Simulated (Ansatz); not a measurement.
Ti

Input

```
crystal:
  lattice:
    - [2.9384580612, 0.0, 0.0]
    - [-1.4692290306, 2.544779329, 0.0]
    - [0.0, 0.0, 9.301268029]
  atoms:
    - { symbol: Ti, position: [0.3284746518, 0.6671268736, 0.1249811206] }
    - { symbol: Ti, position: [0.347909378, 0.665286046, 0.6250566382] }
    - { symbol: Ti, position: [0.6618079851, 0.3337935402, 0.3749811206] }
    - { symbol: Ti, position: [0.6618079851, 0.3337935402, 0.8749811206] }
basis:
  ecutwfc: 420
kpoints:
  mp_grid: { grid: [12, 12, 4] }
hamiltonian:
  xc: pbe
scf:
  occupations: { method: gaussian, width: 0.15 }
output:
  forces: true
  stress: true
  eigenvalues: true
  write_density: true
  write_potential: true
  elf: true
  volumetric_format: npy
```

Command:

```sh
ansatz run input.yaml --threads 2 --pin off --max-ram 5120MiB --backend cpu --events-out ev --progress --plain --runs-dir out
```

Below, planes, directions and counts refer to the conventional cell (a = 2.94 Å, b = 9.30 Å, c = 2.94 Å, α = 90.00°, β = 120.00°, γ = 90.00°).

Space group Pm; changed on purpose from its base cell (atom 2 moved 0.06 A); computed without spin polarisation.

Level of theory: DFT PBE, scalar-relativistic, plane waves, PAW (Ansatz 0.2.0).

In a PAW calculation such maps are meaningful between the atoms, not at the nuclei.

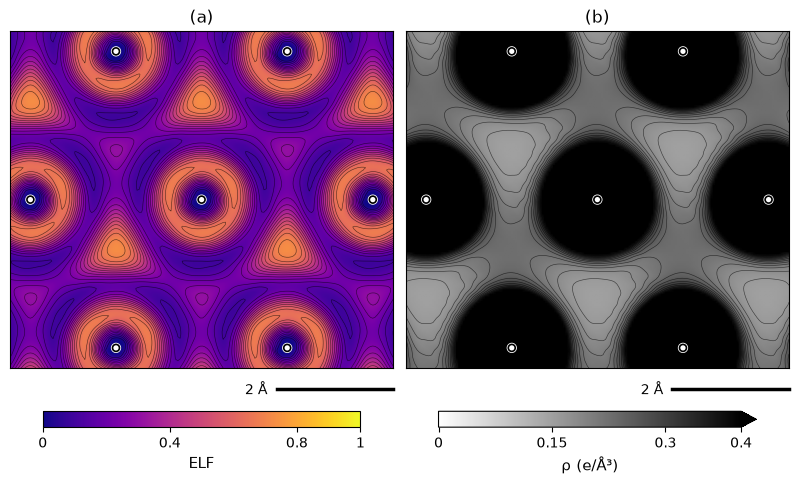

Figure 1. (a) electron localisation function; (b) valence pseudo-density on the (010) plane of the conventional cell. Circles mark the nuclei in the plane (Ti).

> Describe what can be read from this map.

Atoms in the plane: Ti.
Between the atoms the lowest density in this plane is 0.15 e/Å³.
The ELF has a maximum of about 0.75 in the space between the atoms, on no atom or two-centre bond.
The features right at Ti lie inside the PAW spheres, where the map follows smoothed inner orbitals and isn't to be read closely.

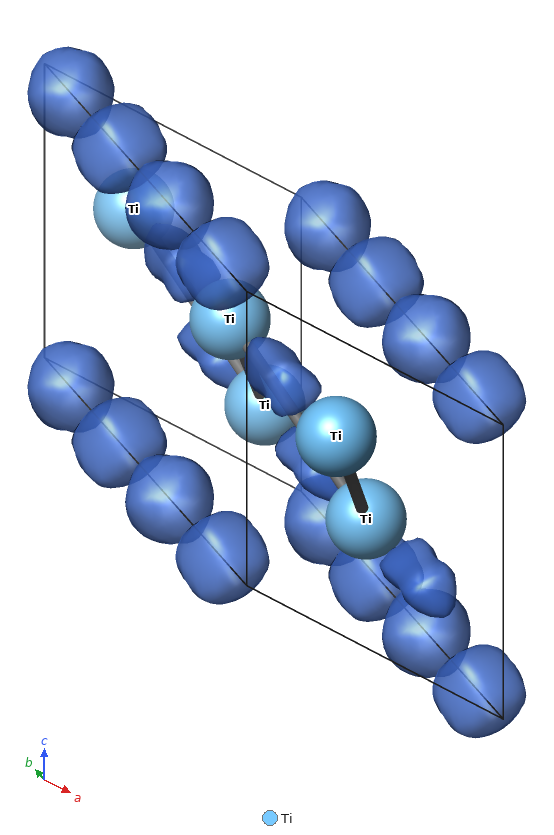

Figure 2. Isosurface of the electron localisation function at 0.65 (blue), seen slightly off an axis. Only the valence region is drawn (cores and ρ < 0.01 e/Å³ removed). Sticks mark near contacts.

> Where are the electrons localised?

The surface consists of eight pockets between the atoms, centred on no nucleus (multi-centre or interstitial), counted in one cell of 4 atoms. Regions shared between cells count once. There are no localised bonds or lone pairs at this value. Along the contacts the grid gives the following. Ti–Ti (2.85 Å): the ELF is about 0.20 at the midpoint (no shared electron pair shows on this line). Ti–Ti (2.91 Å): the ELF is about 0.20 at the midpoint; no shared electron pair shows on this line.

> Does the calculation make it a metal, or give it a gap?

It is metallic or semimetallic at this level of theory: no gap opens.
